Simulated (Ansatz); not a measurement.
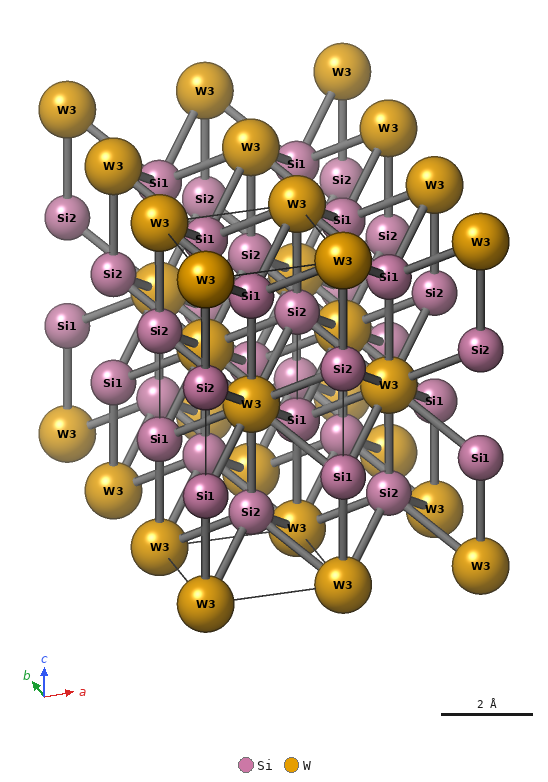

Fig. 1: The structure as given in the input (ball-and-stick view of the cell 2 times as large as that of the calculation, set on its symmetry axes, repeated 2 × 3 × 1, seen at an oblique angle; atoms are numbered from 1 in the order of the input).

# From WSi$_{2}$ to WC$_{2}$

System: WSi$_{2}$ (I4/mmm, 3 atoms in the cell).
Method of run A: DFT PBEsol, scalar-relativistic, plane waves, PAW, no spin polarisation (Ansatz 0.2.0).
System of run B: WC$_{2}$ (I4/mmm, 3 atoms in the cell).

On run A: The structure derives from an entry of the Crystallography Open Database. On run B: The structure was made by swapping elements on the sites of another compound; it need not be a known phase. It belongs to a series of runs on one base structure; here: Si -> C on all its sites, cell and atoms relaxed. Text and figures count atoms from 1; the logs count them from 0 in places.

**The input, run A**
```yaml
crystal:
  lattice:
    - [-1.606, 1.606, 3.94]
    - [1.606, -1.606, 3.94]
    - [1.606, 1.606, -3.94]
  atoms:
    - { symbol: Si, position: [0.333, 0.333, 0.0] }
    - { symbol: Si, position: [0.667, 0.667, 0.0] }
    - { symbol: W, position: [0.0, 0.0, 0.0] }
basis:
  ecutwfc: 420
kpoints:
  mp_grid: { grid: [18, 18, 18] }
hamiltonian:
  xc: pbesol
scf:
  occupations: { method: gaussian, width: 0.1 }
output:
  forces: true
  stress: true
  eigenvalues: true
  write_density: true
  write_potential: true
  elf: true
  volumetric_format: npy
relax:
  adjacent_minimum: "off"
  f_tol: 0.005
  max_steps: 80
  cell: { stress_tol: 0.05 }
```

Launched with:
```bash
ansatz run input.yaml --threads 1 --pin off --max-ram 2560MiB --backend cpu --events-out ev --progress --plain --runs-dir out
```

Hardware: 1 thread of Intel Xeon @ 2.50GHz (Skylake/Cascade Lake), 64 GiB of memory available, shared host.

**Output, shortened to warnings, some set-up lines, iterations and results (run A)**
```
Basis set: ecut = 420 eV, 793 PW (Γ), exchange–correlation on 64×64×64 points (8 copies of the dense FFT grid, shifted against one another)
Symmetry: 16 space group operations
k-points: 480 of 5832
Initial density: superposition of atomic densities (neutral atoms: chi_scale 0, normalization atom), corrected by the library's trained network
[...]
SCF iter   1: F=—  HF=-11500.887403 eV  |F-HF|=—  |Δ(HF+E_count)|=         —  Δρ=4.42e-3  dr2=6.91e-3  ethr=1.77e-3  ⟨swp⟩=5.0  Hψ=41584  notcnv=0
SCF iter   2: F=—  HF=-11500.886386 eV  |F-HF|=—  |Δ(HF+E_count)|=   1.02e-3  Δρ=2.26e-3  dr2=1.08e-3  ethr=3.14e-5  ⟨swp⟩=1.0  Hψ=11041  notcnv=0
SCF iter   3: F=—  HF=-11500.886316 eV  |F-HF|=—  |Δ(HF+E_count)|=   6.99e-5  Δρ=6.22e-4  dr2=9.07e-5  ethr=4.93e-6  ⟨swp⟩=2.0  Hψ=9897  notcnv=0
SCF iter   4: F=—  HF=-11500.886300 eV  |F-HF|=—  |Δ(HF+E_count)|=   1.63e-5  Δρ=5.96e-5  dr2=1.33e-6  ethr=4.12e-7  ⟨swp⟩=2.7  Hψ=10744  notcnv=0
SCF iter   5: F=-11500.886299 eV  HF=-11500.886299 eV  |F-HF|=1.06e-8  |Δ(HF+E_count)|=   2.75e-7  Δρ=8.72e-6  dr2=2.88e-8  ethr=6.04e-9  ⟨swp⟩=2.2  Hψ=10255  notcnv=0
[... 23 lines ...]
SCF iter   2: F=—  HF=-11500.897235 eV  |F-HF|=—  |Δ(HF+E_count)|=   2.02e-6  Δρ=1.21e-5  dr2=7.94e-9  ethr=1.34e-10  ⟨swp⟩=2.1  Hψ=10695  notcnv=0
SCF iter   3: F=—  HF=-11500.897235 eV  |F-HF|=—  |Δ(HF+E_count)|=   2.00e-9  Δρ=4.92e-7  dr2=3.20e-11  ethr=3.61e-11  ⟨swp⟩=3.0  Hψ=12195  notcnv=0
SCF iter   4: F=-11500.897235 eV  HF=-11500.897235 eV  |F-HF|=5.46e-12  |Δ(HF+E_count)|=  5.46e-12  Δρ=6.85e-8  dr2=2.08e-12  ethr=1.00e-12  ⟨swp⟩=6.3  Hψ=32308  notcnv=0
SCF 5 converged in 4 iterations: F = -11500.897235 eV  dr2 = 2.08e-12
relax step   5: F+E_penalty+E_count = -11500.89723543 eV  Δ(F+E_penalty+E_count) = +1.556e-4 eV  max|allowed force component| = 3.686e-3 eV/Å  Δτ_max = 0.0000 Å  P = +0.002 …
basis re-selected at this cell: Δ(F+E_penalty+E_count) = +1.556e-4 eV, ΔP = -0.004 GPa vs the last step (what re-selecting the basis moved, of the pressure what is left beyond the Pulay correction that the steps carried, after the strain that the cell walked since its last selection, with what the …
SCF converged after 4 iterations
Free energy (F): -11500.897235 eV
Harris-Foulkes:  -11500.897235 eV  (|F-HF|=5.46e-12)
Internal energy: -11500.896350 eV  (E = F + TS)
E sigma→0 (E₀):  -11500.896793 eV
Entropy (-TS):   -0.000886 eV (-0.295 meV/atom)
Fermi energy:    16.808095 eV
--- Per-component energies (eV) ---
  E_band       = -78.923632
  E_kinetic    = 542.441930
  E_local      = -944.157222  (includes V_loc(G=0)·N_el)
  E_nonlocal   = 53.593222
  E_hartree    = 370.670364
  E_xc         = -379.880038
  E_vxc        = -339.292221  (∫ρ·V_xc dr)
  E_paw        = -9434.335184  (= ΣΔE_a)
  E_vpaw       = -132.849983  (= ΣTr[D̂ρ^β])
  E_aug_tail   = -0.000065  (compensation charges beyond the density's cutoff)
  E_ewald      = -1709.514271
  E_core_change = 0.284913  (= ΣΔE_core)
  E_smearing   = -0.000886  (= −TS)
  E_closure    = 0.000000  (closes the sum)
  Σ components = -11500.897235   (vs F -11500.897235, Δ=0.00e0)
--- Forces (eV/Å), atoms counted from 1 ---
  atom   1  Si     0.00000000     0.00000000     0.00368600
  atom   2  Si    -0.00000000     0.00000000    -0.00368600
  atom   3  W      0.00000000    -0.00000000     0.00000000
  max |Σ_I F_I| component: 1.39e-17 eV/Å
--- Stress (GPa, compression-positive) ---
        0.003600       0.000000      -0.000000
        0.000000       0.003600       0.000000
        0.000000       0.000000      -0.000951
  P = ⅓ Tr σ = 0.0021 GPa (0.021 kbar)
--- Relaxed structure (4 steps of the walk, 4 accepted, 1 SCFs on fresh bases) ---
  F+E_penalty+E_count = -11500.89723543 eV   max|allowed force component| = 3.686e-3 eV/Å   (the final SCF, on the basis selected at the relaxed cell)
  cell:  # Å, volume = 40.0791 Å³
    - [-1.601249781542588, 1.601249781542588, 3.907866262589369]
    - [1.601249781542588, -1.601249781542588, 3.907866262589369]
    - [1.601249781542588, 1.601249781542588, -3.907866262589369]
  atoms:
    - { symbol: Si, position: [0.3344989447810867, 0.3344989447810867, 5.731600987211966e-35] }
[...]
```

The input of run B differs as follows (lines with − go, lines with + come):
```diff
-    - [-1.606, 1.606, 3.94]
-    - [1.606, -1.606, 3.94]
-    - [1.606, 1.606, -3.94]
+    - [-1.5089657648, 1.5089657648, 2.9697971218]
+    - [1.5089657648, -1.5089657648, 2.9697971218]
+    - [1.5089657648, 1.5089657648, -2.9697971218]
-    - { symbol: Si, position: [0.333, 0.333, 0.0] }
-    - { symbol: Si, position: [0.667, 0.667, 0.0] }
+    - { symbol: C, position: [0.3789185713, 0.3789185713, 0.0] }
+    - { symbol: C, position: [0.6210814287, 0.6210814287, 0.0] }
-  mp_grid: { grid: [18, 18, 18] }
+  mp_grid: { grid: [20, 20, 20] }
-  f_tol: 0.005
-  max_steps: 80
-  cell: { stress_tol: 0.05 }
+  f_tol: 0.01
+  max_steps: 60
+  cell: { stress_tol: 0.1 }
```

What does this change do to the results?

The total energies belong to different systems, so their difference says nothing on which is more stable or more accurate. The volume per atom goes from 13.36 to 9.00 Å³. The SCF takes 28 iterations over all geometry steps against 23. The irreducible k-points go from 480 to 641.

**Output, shortened to warnings, some set-up lines, iterations and results (run B)**
```
Basis set: ecut = 420 eV, 517 PW (Γ), exchange–correlation on 50×50×50 points (8 copies of the dense FFT grid, shifted against one another)
Symmetry: 16 space group operations
k-points: 641 of 8000
Initial density: superposition of atomic densities (neutral atoms: chi_scale 0, normalization atom), corrected by the library's trained network
[...]
SCF iter   1: F=—  HF=-10746.881463 eV  |F-HF|=—  |Δ(HF+E_count)|=         —  Δρ=1.47e-2  dr2=4.63e-2  ethr=1.77e-3  ⟨swp⟩=5.3  Hψ=51578  notcnv=0
SCF iter   2: F=—  HF=-10746.871685 eV  |F-HF|=—  |Δ(HF+E_count)|=   9.78e-3  Δρ=6.63e-3  dr2=6.61e-3  ethr=2.11e-4  ⟨swp⟩=1.0  Hψ=14743  notcnv=0
SCF iter   3: F=—  HF=-10746.869940 eV  |F-HF|=—  |Δ(HF+E_count)|=   1.74e-3  Δρ=2.21e-3  dr2=9.01e-4  ethr=3.01e-5  ⟨swp⟩=2.1  Hψ=16399  notcnv=0
SCF iter   4: F=—  HF=-10746.869707 eV  |F-HF|=—  |Δ(HF+E_count)|=   2.32e-4  Δρ=3.51e-4  dr2=2.82e-5  ethr=4.10e-6  ⟨swp⟩=2.8  Hψ=17152  notcnv=0
SCF iter   5: F=—  HF=-10746.869707 eV  |F-HF|=—  |Δ(HF+E_count)|=   9.12e-8  Δρ=6.08e-5  dr2=7.39e-7  ethr=1.28e-7  ⟨swp⟩=2.6  Hψ=13717  notcnv=0
[... 30 lines ...]
SCF iter   3: F=—  HF=-10746.872160 eV  |F-HF|=—  |Δ(HF+E_count)|=   1.09e-7  Δρ=3.59e-6  dr2=2.37e-9  ethr=1.02e-10  ⟨swp⟩=2.1  Hψ=14033  notcnv=0
SCF iter   4: F=—  HF=-10746.872160 eV  |F-HF|=—  |Δ(HF+E_count)|=  2.00e-11  Δρ=1.06e-6  dr2=1.23e-10  ethr=1.08e-11  ⟨swp⟩=2.7  Hψ=13647  notcnv=0
SCF iter   5: F=-10746.872160 eV  HF=-10746.872160 eV  |F-HF|=1.82e-12  |Δ(HF+E_count)|=  9.09e-11  Δρ=1.48e-7  dr2=4.78e-12  ethr=1.00e-12  ⟨swp⟩=6.8  Hψ=44765  notcnv=0
SCF 6 converged in 5 iterations: F = -10746.872160 eV  dr2 = 4.78e-12
relax step   6: F+E_penalty+E_count = -10746.87216040 eV  Δ(F+E_penalty+E_count) = +1.940e-4 eV  max|allowed force component| = 8.086e-4 eV/Å  Δτ_max = 0.0000 Å  P = -0.002 …
basis re-selected at this cell: Δ(F+E_penalty+E_count) = +1.940e-4 eV, ΔP = -0.007 GPa vs the last step (what re-selecting the basis moved, of the pressure what is left beyond the Pulay correction that the steps carried, after the strain that the cell walked since its last selection, with what the …
SCF converged after 5 iterations
Free energy (F): -10746.872160 eV
Harris-Foulkes:  -10746.872160 eV  (|F-HF|=1.82e-12)
Internal energy: -10746.865764 eV  (E = F + TS)
E sigma→0 (E₀):  -10746.868962 eV
Entropy (-TS):   -0.006397 eV (-2.132 meV/atom)
Fermi energy:    19.274340 eV
--- Per-component energies (eV) ---
  E_band       = -57.637516
  E_kinetic    = 631.527366
  E_local      = -781.543257  (includes V_loc(G=0)·N_el)
  E_nonlocal   = 57.106767
  E_hartree    = 267.048749
  E_xc         = -361.893664
  E_vxc        = -358.988315  (∫ρ·V_xc dr)
  E_paw        = -8625.979141  (= ΣΔE_a)
  E_vpaw       = -139.837588  (= ΣTr[D̂ρ^β])
  E_aug_tail   = -0.000019  (compensation charges beyond the density's cutoff)
  E_ewald      = -1933.396558
  E_core_change = 0.263993  (= ΣΔE_core)
  E_smearing   = -0.006397  (= −TS)
  E_closure    = 0.000000  (closes the sum)
  Σ components = -10746.872160   (vs F -10746.872160, Δ=0.00e0)
--- Forces (eV/Å), atoms counted from 1 ---
  atom   1  C      0.00000000     0.00000000    -0.00080865
  atom   2  C     -0.00000000    -0.00000000     0.00080865
  atom   3  W      0.00000000    -0.00000000     0.00000000
  max |Σ_I F_I| component: 6.94e-18 eV/Å
--- Stress (GPa, compression-positive) ---
        0.011815       0.000000       0.000000
        0.000000       0.011815      -0.000000
        0.000000      -0.000000      -0.028402
  P = ⅓ Tr σ = -0.0016 GPa (-0.016 kbar)
--- Relaxed structure (5 steps of the walk, 5 accepted, 1 SCFs on fresh bases) ---
  F+E_penalty+E_count = -10746.87216040 eV   max|allowed force component| = 8.086e-4 eV/Å   (the final SCF, on the basis selected at the relaxed cell)
  cell:  # Å, volume = 26.9901 Å³
    - [-1.5031264605834753, 1.5031264605834753, 2.986442211734782]
    - [1.5031264605834753, -1.5031264605834753, 2.986442211734782]
    - [1.5031264605834753, 1.5031264605834753, -2.986442211734782]
  atoms:
    - { symbol: C, position: [0.3784244777212819, 0.3784244777212819, 1.0482126734748063e-34] }
[...]
```

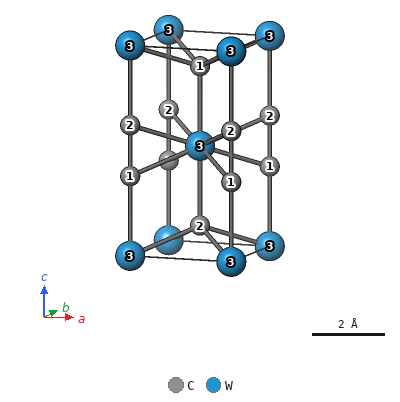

Fig. 2: The input structure of run B (ball-and-stick view of the cell 2 times as large as that of the calculation, set on its symmetry axes, seen slightly off an axis; atoms are numbered from 1 in the order of the input).

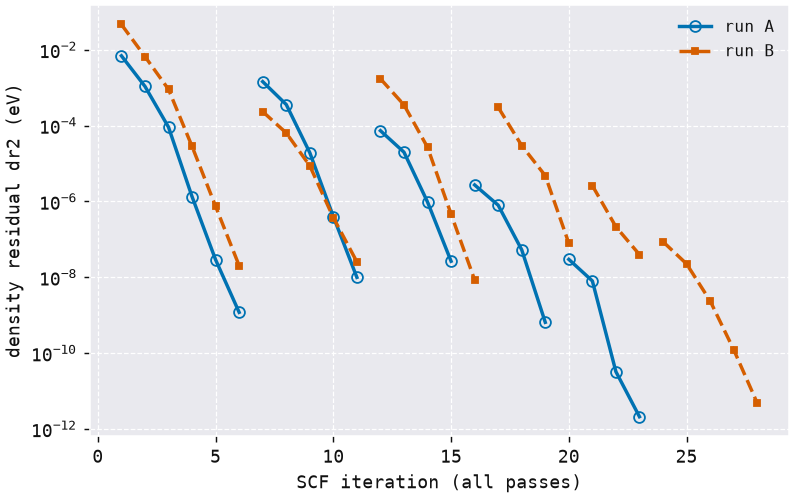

Fig. 3: Convergence of the two runs: density residual dr2 against the SCF iteration. A break in a curve parts two SCF passes. Run A takes 23 iterations in all, and run B takes 28.

**The two runs side by side**

| quantity | run A | run B |
| --- | --- | --- |
| outcome | converged | converged |
| free energy per atom (eV) | −3833.6324 | −3582.2907 |
| energy per atom, smearing taken to zero (eV) | −3833.6323 | −3582.2897 |
| gap on the mesh (eV) | 0.00 | 0.00 |
| pressure (GPa) | 0.00 | 0.00 |
| volume per atom (Å³) | 13.36 | 9.00 |
| largest force (eV/Å) | 0.004 | 0.001 |
| SCF iterations | 23 | 28 |
| irreducible k-points | 480 | 641 |
| wall time (shared host) | 1.7 min | 1.8 min |

For both runs: Spin–orbit coupling is left out, which matters for W.
